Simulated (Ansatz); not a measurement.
## Electronic structure of Zn4O in real space

```
CELL_PARAMETERS angstrom
3.03970 0.00000 0.00000
-1.51985 2.63246 0.00000
0.00000 0.00000 9.03705
ATOMIC_POSITIONS crystal
Zn 0.66667 0.33333 0.01879
Zn 0.00000 0.00000 0.69996
Zn 0.33333 0.66667 0.46340
Zn 0.00000 0.00000 0.23631
O 0.66667 0.33333 0.80607
```

Space group P3m1; a generated structure, not necessarily the stable one.

These are results of DFT PBE, scalar-relativistic, plane waves, PAW (Ansatz), not measurements.

The density is the valence pseudo-density of a PAW calculation; it isn't the true density close to the nuclei.

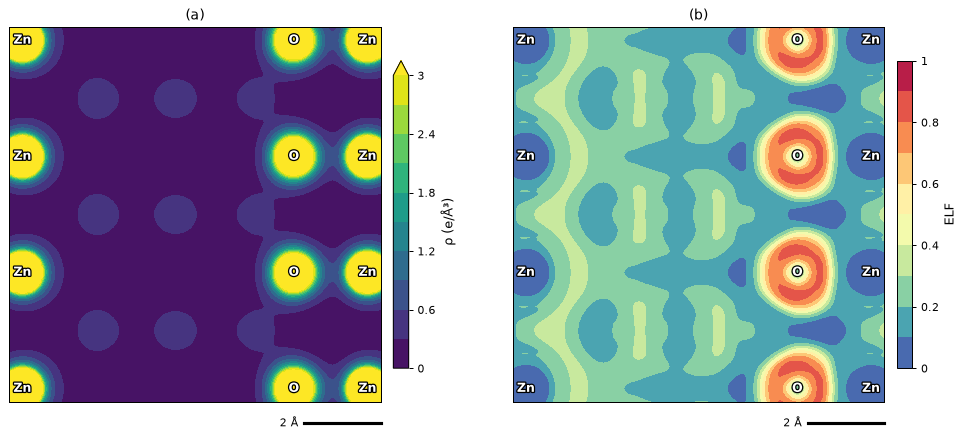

Figure 1. (a) valence pseudo-density; (b) electron localisation function on the (11̄0) plane of the conventional cell.

> Read the bonding off the picture.

The section cuts through Zn and O sites. Atoms just off the plane (Zn, 0.9 Å away) can leave unmarked features too. Zn–O (1.92 Å): ρ is about 0.71 e/Å³ halfway; the ELF peaks at about 0.80 in the valence shell of O, 0.6 Å from its nucleus, and is about 0.30 at the midpoint (no shared electron pair shows on this line). Between the atoms the lowest density in this plane is 0.06 e/Å³.

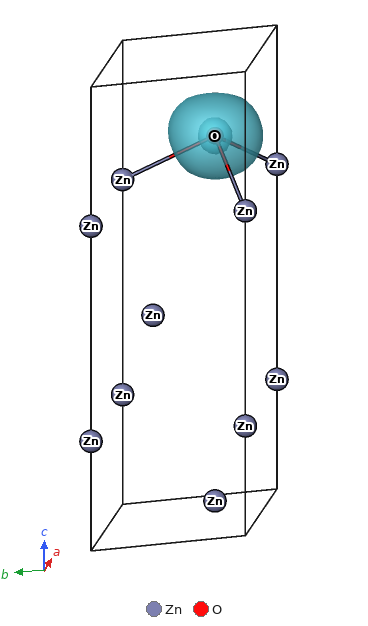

Figure 2. Isosurface of the ELF at 0.65 (cyan), seen at an oblique angle. Only the valence region is drawn (cores and ρ < 0.01 e/Å³ removed). Sticks mark near contacts.

> What do the ELF domains correspond to?

The surface consists of one region wrapped around O (its valence shell), counted in one cell of 5 atoms. Any copies at cell faces, edges or corners count once. Along the contacts the grid gives the following. Zn–O (2.00 Å): the ELF peaks at about 0.85 in the valence shell of O, 0.6 Å from its nucleus, and is about 0.25 at the midpoint (no shared electron pair shows on this line).

> Which way does charge flow, and how much by Bader's partition?

Electrons move from Zn towards O. Bader charges: Zn −0.02 to +0.84 and O −1.19 e.

> Does the calculation give a band gap?

It is metallic or semimetallic at this level of theory: no gap opens.
